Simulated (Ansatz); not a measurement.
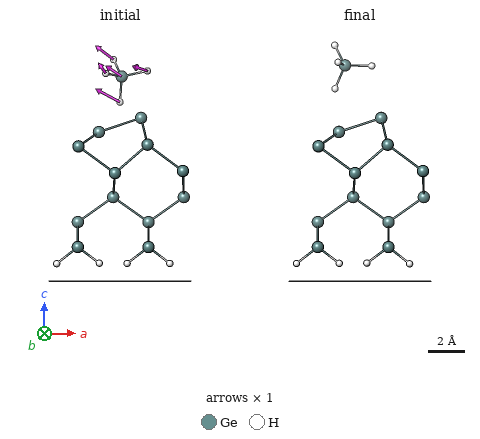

The structure of a slab of composition Ge₂₅H₁₂ (cut from the Fd-3m phase) before (left) and after (right) a constrained relaxation, at one scale. The purple arrows give the displacements, at their true length.

A ball-and-stick model of the cell of the calculation, outlined in the plane, without the vacuum (origin shifted), seen along the b axis.

Case: 1 GeH4 a cell, inverted, over a hollow Ge-Ge site. The slab is the (1 0 0) face of Ge with GeH4 on it. 12 atoms are held fixed.

Method: DFT PBE+D3(BJ), scalar-relativistic, plane waves, PAW in Ansatz.

Input file:
```yaml
crystal:
  lattice:
    - [8.0601468097, 0.0, 0.0]
    - [0.0, 8.0601468097, 0.0]
    - [0.0, 0.0, 28.685776495]
  atoms:
    - { symbol: Ge, position: [0.5, 0.25, 0.3096777217] }
    - { symbol: Ge, position: [0.5, 0.75, 0.3096777217] }
    - { symbol: Ge, position: [0.0, 0.25, 0.3096777217] }
    - { symbol: Ge, position: [0.0, 0.75, 0.3096777217] }
    - { symbol: Ge, position: [0.5, 0.5, 0.3593485444] }
    - { symbol: Ge, position: [0.5, 0.0, 0.3593485444] }
    - { symbol: Ge, position: [0.0, 0.5, 0.3593485444] }
    - { symbol: Ge, position: [0.0, 0.0, 0.3593485444] }
    - { symbol: Ge, position: [0.75, 0.5, 0.409019367] }
    - { symbol: Ge, position: [0.75, 0.0, 0.409019367] }
    - { symbol: Ge, position: [0.25, 0.5, 0.409019367] }
    - { symbol: Ge, position: [0.25, 0.0, 0.409019367] }
    - { symbol: Ge, position: [0.7625359791, 0.75, 0.4567191209] }
    - { symbol: Ge, position: [0.7625359791, 0.25, 0.4567191209] }
    - { symbol: Ge, position: [0.2437458584, 0.75, 0.4608717917] }
    - { symbol: Ge, position: [0.2437458584, 0.25, 0.4608717917] }
    - { symbol: Ge, position: [-0.0062783416, 0.75, 0.5132925419] }
    - { symbol: Ge, position: [-0.0062783416, 0.25, 0.5132925419] }
    - { symbol: Ge, position: [0.5042440417, 0.75, 0.5098375399] }
    - { symbol: Ge, position: [0.5042440417, 0.25, 0.5098375399] }
    - { symbol: Ge, position: [0.9475805379, 0.0, 0.5665321184] }
    - { symbol: Ge, position: [0.9475805379, 0.5, 0.5665321184] }
    - { symbol: Ge, position: [0.6490232294, 0.0, 0.5384286507] }
    - { symbol: Ge, position: [0.6490232294, 0.5, 0.5384286507] }
    - { symbol: H, position: [0.349850128, 0.25, 0.2765744249] }
    - { symbol: H, position: [0.349850128, 0.75, 0.2765744249] }
    - { symbol: H, position: [0.8486552847, 0.25, 0.2770570371] }
    - { symbol: H, position: [0.8486552847, 0.75, 0.2770570371] }
    - { symbol: H, position: [0.6523907842, 0.25, 0.2774336971] }
    - { symbol: H, position: [0.6523907842, 0.75, 0.2774336971] }
    - { symbol: H, position: [0.1511611617, 0.25, 0.2769344181] }
    - { symbol: H, position: [0.1511611617, 0.75, 0.2769344181] }
    - { symbol: Ge, position: [0.8102267664, 0.1871799574, 0.6488690913] }
    - { symbol: H, position: [0.7983018836, 0.25, 0.5979065524] }
    - { symbol: H, position: [0.992340195, 0.1396819794, 0.659982613] }
    - { symbol: H, position: [0.6975309316, 0.0328919278, 0.6550359106] }
    - { symbol: H, position: [0.7527372549, 0.3261339354, 0.6825547752] }
basis:
  ecutwfc: 420
kpoints:
  mp_grid: { grid: [3, 3, 1] }
hamiltonian:
  xc: pbe
  dispersion: d3bj
scf:
  occupations: { method: gaussian, width: 0.1 }
output:
  forces: true
  eigenvalues: true
  write_density: true
  write_potential: true
  elf: true
  volumetric_format: npy
relax:
  adjacent_minimum: "off"
  f_tol: 0.04
  max_steps: 100
  constraints: [{ sites: [0, 1, 2, 3, 4, 5, 6, 7, 8, 9, 10, 11] }]
efield:
  axis: 3
  dipole_correction: true
  ramp_width: 0.04
```

Launched with:
```bash
ansatz run input.yaml --threads 8 --pin off --max-ram 20480MiB --backend cpu --events-out ev --progress --plain --runs-dir out
```

Summarise the run.

Answer. H34 moves most: 1.62 Å at 62° to the normal (+c side). By element the largest moves are H 1.62 Å, Ge 1.15 Å. The cell stays as it was. Among the contacts that change: Ge33–H35 1.550 → 1.534 Å, Ge33–H34 1.550 → 1.540 Å, Ge13–Ge19 2.580 → 2.589 Å, Ge17–Ge21 2.556 → 2.551 Å. The energy falls by 0.395 eV per cell of the calculation in 12 accepted moves (14 points after the start). Largest force component: 0.64 eV/Å at the start, 0.032 eV/Å at the end. 2 steps only repeated the SCF at the same geometry. The forces were under the threshold at step 4, but the run went on from there. Cost: 4.7 min on 8 threads of Intel(R) Xeon(R) 6975P-C (Granite Rapids) (shared host), peak memory 7.7 GiB.

Limits of the set-up: the periodic images lie only 8.1 Å apart, so the values are limited by the cell's size.
